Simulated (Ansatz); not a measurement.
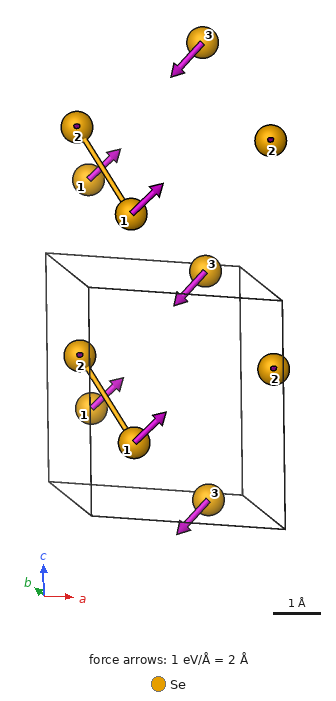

A changed version of a crystal of Se (set up in P3_121), with the computed forces as purple arrows. Besides, the cell is strained by −2.0 % roughly along [3 2 2] and +1.0 % across it (volume 0.0 %). Style: ball-and-stick. Shown: the cell of the calculation, repeated 1 × 1 × 2 with one cell outlined, slightly off an axis.

These are results of DFT, LDA, all-electron PAW with datasets made for the crystal, scalar-relativistic in Ansatz, not measurements. (plane-wave cutoff 200 eV; k-point mesh 6 × 6 × 5; occupations fermi dirac; smearing width 0.03 eV; no spin polarisation)

Describe the distortion and the response.

Answer. The atoms keep their fractional coordinates. No relaxation follows. Energy change: +5.3 meV per atom. The pressure goes from −1.3 to −1.1 GPa. The principal stresses (compression positive) are 1.3 GPa along [2 1 2], −2.2 GPa along [3 0 −2], −2.5 GPa roughly along [1 3 −1]. The largest force is 0.52 eV/Å, on Se3, roughly along [−2 −1 −2]. Near-neighbour distances before and after: Se–Se 2.373 → 2.330 to 2.397 Å. The space group (tolerance 0.01 Å) goes from P3_121 (No. 152) to P1 (No. 1).
